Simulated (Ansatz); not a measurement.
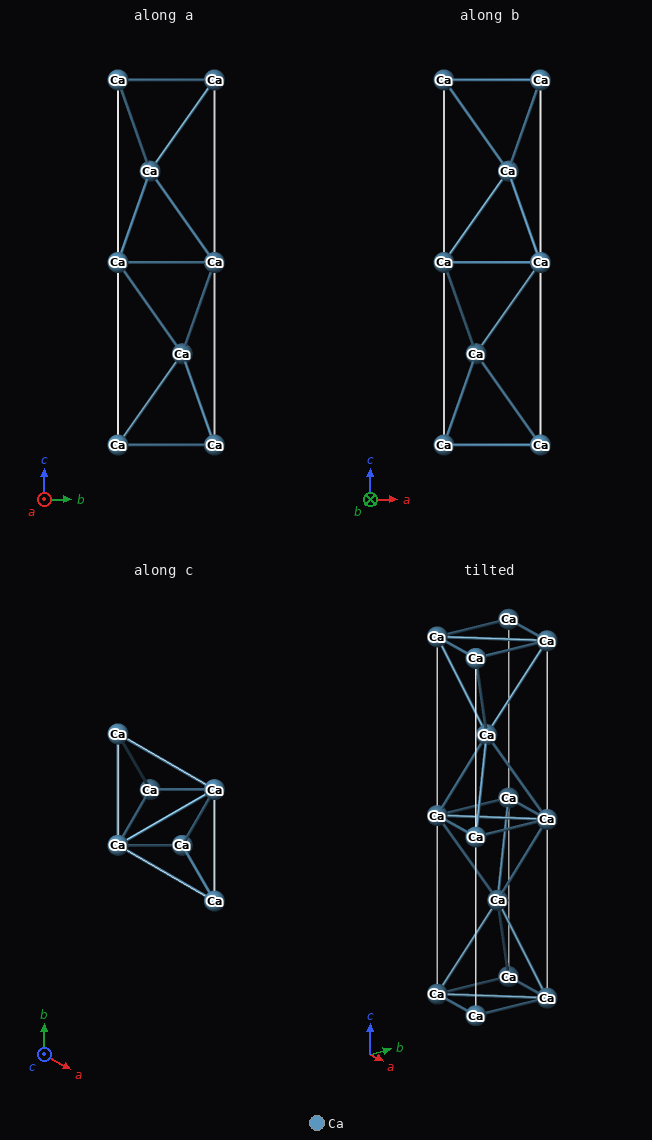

This ball-and-stick model is shown along the a axis, along the b axis, along the c axis and slightly off an axis. One conventional unit cell is framed, with atoms on its boundary repeated.

Lattice parameters: a = 3.9603 Å, b = 3.9603 Å, c = 12.9791 Å, α = 90.000°, β = 90.000°, γ = 120.000°.

Put the structure into a CIF with its space group and independent sites.

Answer.
```cif
data_structure
_symmetry_space_group_name_H-M 'P 63/m m c'
_symmetry_Int_Tables_number 194
_cell_length_a 3.9603
_cell_length_b 3.9603
_cell_length_c 12.9791
_cell_angle_alpha 90.000
_cell_angle_beta 90.000
_cell_angle_gamma 120.000
_cell_volume 176.29
loop_
_atom_site_label
_atom_site_type_symbol
_atom_site_symmetry_multiplicity
_atom_site_Wyckoff_symbol
_atom_site_fract_x
_atom_site_fract_y
_atom_site_fract_z
_atom_site_occupancy
Ca1 Ca 2 a 0.0000 0.0000 0.0000 1
Ca2 Ca 2 c 0.3333 0.6667 0.2500 1
```

The model was built from a structure type filled with this element by a generator (whether the element takes this form wasn't checked). Earlier steps of the study may have refined or changed the cell and positions. It went into a calculation with Ansatz.
